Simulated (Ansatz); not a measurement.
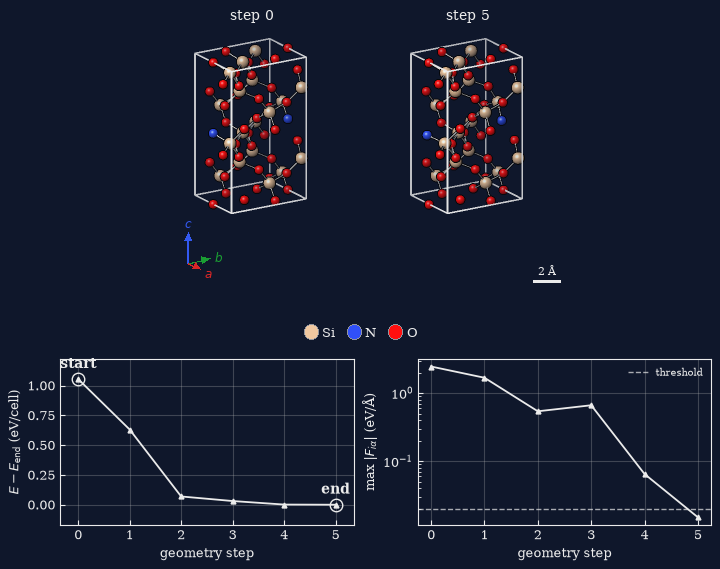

First and last geometry of a relaxation of a defect cell of composition Si18NO35 (cell charge −1), with the history of the run. A ball-and-stick model of the cell of the calculation, reduced to other axes (origin shifted), seen slightly off an axis. Lengths and directions refer to the drawn axes.

Level of theory: Ansatz 0.2.0, DFT, PBE, plane-wave PAW, default files, scalar-relativistic, frozen cores. (plane-wave cutoff 420 eV; k-point mesh 3 × 3 × 2; occupations fermi dirac; smearing width 0.01 eV; no spin polarisation; potentials kind: paw, frozen_core: stored; atoms relaxed in a fixed cell; force threshold 0.02 eV/Å; at most 50 steps)

> What do the curves and the structures tell?

It converged. The atom that moves furthest is the N atom (0.22 Å along [−3 −3 −2]). By element the largest moves are N 0.22 Å, O 0.21 Å, Si 0.10 Å. The cell stays as it was. Near-neighbour distances that change, for instance: O–Si 1.607 → 1.666 Å, O–Si 1.613 → 1.637 Å, N–Si 1.607 → 1.623 Å, O–Si 1.607 → 1.619 Å. Among the angles between lasting bonds that change: Si–O–Si 143.6° → 131.4°, Si–N–Si 143.6° → 132.4°, Si–O–Si 143.6° → 132.7°. Over 5 geometry steps the energy falls by 1.054 eV per cell of the calculation. The largest force component goes from 2.4 to 0.015 eV/Å. The run took 2.8 min on 4 threads of Intel(R) Xeon(R) Platinum 8259CL CPU @ 2.50GHz (Skylake/Cascade Lake), on a shared host, peak memory 3.5 GiB.

```tsv
step	E − E(0), meV/atom	largest force component, eV/Å
0	0.00	2.4495
1	-7.84	1.6769
2	-18.24	0.5405
3	-18.95	0.6625
4	-19.49	0.0650
5	-19.52	0.0151
```

Limits of the set-up: the cell is charged, on a uniform background, and energies carry no finite-size correction.
